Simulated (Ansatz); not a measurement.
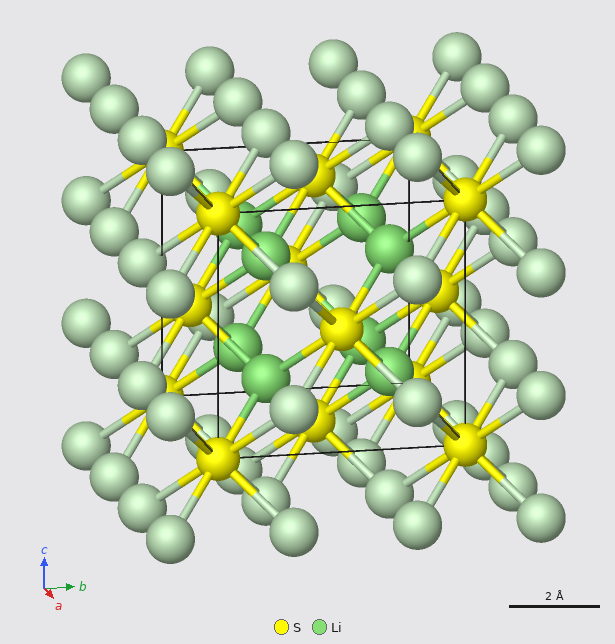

Ball-and-stick drawing of the structure, looking slightly off an axis. Lines trace the edges of the conventional unit cell. Every bond is drawn to its end, so some atoms lie outside the box, in fainter colours.

Li2S, antifluorite, space group Fm-3m (No. 225), a = 5.691 Å, b = 5.691 Å, c = 5.691 Å, α = 90.00°, β = 90.00°, γ = 90.00°. Source of the structure: a structure type filled with these elements by a generator (whether the compound takes this form wasn't checked). Earlier steps of the study, as a rule a relaxation of our own, may have changed the cell and positions, so they can lie some per cent off the listed ones. An electronic-structure calculation with Ansatz was run on it.

This one geometry was computed with Ansatz (DFT, plane waves, PAW) at four levels of theory: r2SCAN, PBE0, PBE and HSE06. It was relaxed beforehand with r2SCAN.

Q: How does the band gap change with the level of theory?

A: PBE: a gap of 3.39 eV, indirect; r2SCAN: a gap of 3.87 eV, indirect; HSE06: a gap of 4.34 eV, indirect; PBE0: a gap of 5.03 eV, indirect.

Q: Collect the results in a table.

A:
| level | cutoff (eV) | k-mesh of the run's cell | gap (eV) | pressure (GPa) |
| --- | --- | --- | --- | --- |
| r2SCAN | 500 | 8×8×8 | 3.87 | 0.0 |
| PBE0 | 420 | 6×6×6 | 5.03 | -0.4 |
| PBE | 420 | 8×8×8 | 3.39 | 0.3 |
| HSE06 | 420 | 6×6×6 | 4.34 | -0.4 |

Gaps are taken on the k-mesh or band path of each run.
